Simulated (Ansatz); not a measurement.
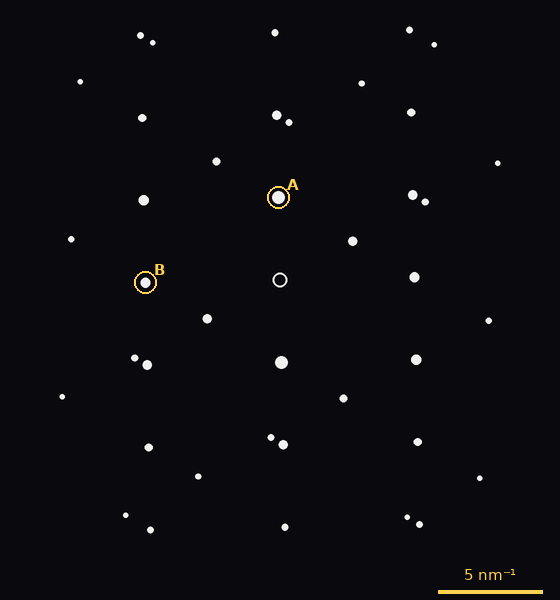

The pattern is a kinematic simulation for 200 kV electrons (no multiple scattering; isotropic B = 0.3 Å²). Two individuals of a reflection twin are superposed (a geometric construction: whether this twin forms is not tested; the second individual is smaller and so fainter). Crystal: Hf, space group Fm-3m (No. 225), a = 4.36 Å, zone axis [211]. Structure: the input geometry of an electronic-structure calculation (not necessarily at equilibrium); the starting structure was generated, so it need not be a known form of this composition.

```
atom  site  symmetry       x       y       z
  Hf    4a      m-3m  0.0000  0.0000  0.0000
```

In the first individual spot A is -1 1 1 and spot B is 0 -2 2.

Find the twin plane.

(11-3). The spot positions of the combined pattern are mirror-symmetric about the row through 1 1 -3 (d = 1.315 Å), which both individuals share, while a single individual has only symmetry 2mm without that mirror line. Friedel's law adds the mirror line at right angles, so a twin on (4-7-1) would give the same picture; the more widely spaced plane was used.

Which other reflections coincide?

Within the frame only the reflections of the common row coincide.
